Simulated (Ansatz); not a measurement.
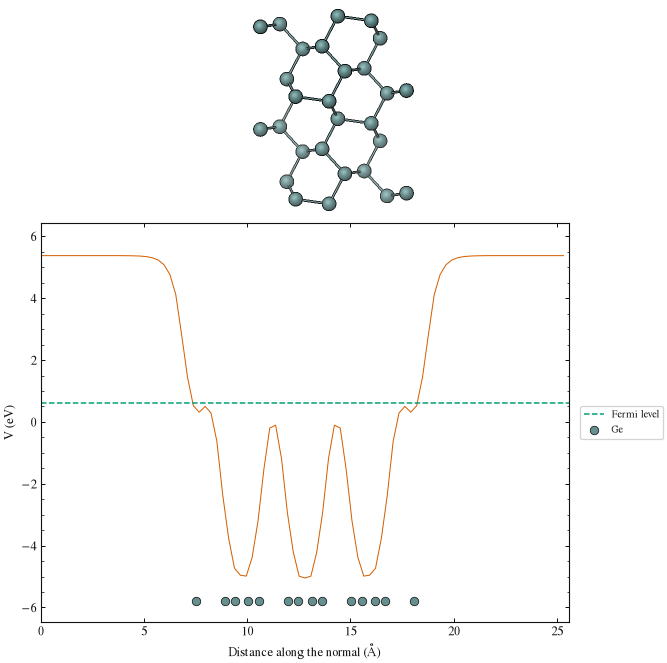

Plane-averaged electrostatic potential energy of an electron across the slab; circles at the bottom mark the heights of the atoms. The structure is drawn too.

Input of the run:

```
crystal:
  lattice:
    - [3.9969678637, 0.0, 0.0]
    - [-1.9984839318, 7.4494192467, 0.0]
    - [0.0, 0.0, 25.6026356809]
  atoms:
    - { symbol: Ge, position: [0.5606496139, 0.1212992279, 0.2929385901] }
    - { symbol: Ge, position: [0.0473066254, 0.0946132507, 0.3479078813] }
    - { symbol: Ge, position: [0.3152993319, 0.6305986638, 0.3678608551] }
    - { symbol: Ge, position: [0.9006131467, 0.8012262934, 0.3927034592] }
    - { symbol: Ge, position: [0.1686058532, 0.3372117065, 0.412656433] }
    - { symbol: Ge, position: [0.6552628647, 0.3105257293, 0.4676257241] }
    - { symbol: Ge, position: [0.9232555712, 0.8465111424, 0.487578698] }
    - { symbol: Ge, position: [0.508569386, 0.017138772, 0.512421302] }
    - { symbol: Ge, position: [0.7765620925, 0.5531241851, 0.5323742759] }
    - { symbol: Ge, position: [0.263219104, 0.5264382079, 0.587343567] }
    - { symbol: Ge, position: [0.5312118105, 0.062423621, 0.6072965408] }
    - { symbol: Ge, position: [0.1165256253, 0.2330512506, 0.6321391449] }
    - { symbol: Ge, position: [0.3845183319, 0.7690366637, 0.6520921187] }
    - { symbol: Ge, position: [0.8711753433, 0.7423506865, 0.7070614099] }
basis:
  ecutwfc: 420
kpoints:
  mp_grid: { grid: [9, 5, 1] }
hamiltonian:
  xc: pbesol
scf:
  occupations: { method: gaussian, width: 0.1 }
output:
  forces: true
  stress: true
  eigenvalues: true
  write_density: true
  write_potential: true
  elf: true
  volumetric_format: npy
efield:
  axis: 3
  dipole_correction: true
  ramp_width: 0.04
```

Command:
```bash
ansatz run input.yaml --threads 1 --pin off --max-ram 2560MiB --backend cpu --events-out ev --progress --plain --runs-dir out
```

Q: What is the work function?

A: The work function is 4.76 eV, the same on both faces. The two vacuum levels agree, so the slab has no net dipole along its normal.

Q: How thick are slab and vacuum?

A: The outermost atoms are 10.6 Å apart, which leaves 15.0 Å of vacuum in a cell 25.6 Å high.

The atoms aren't at rest in this cell (largest force 0.4 eV/Å), so the relaxed material can differ.
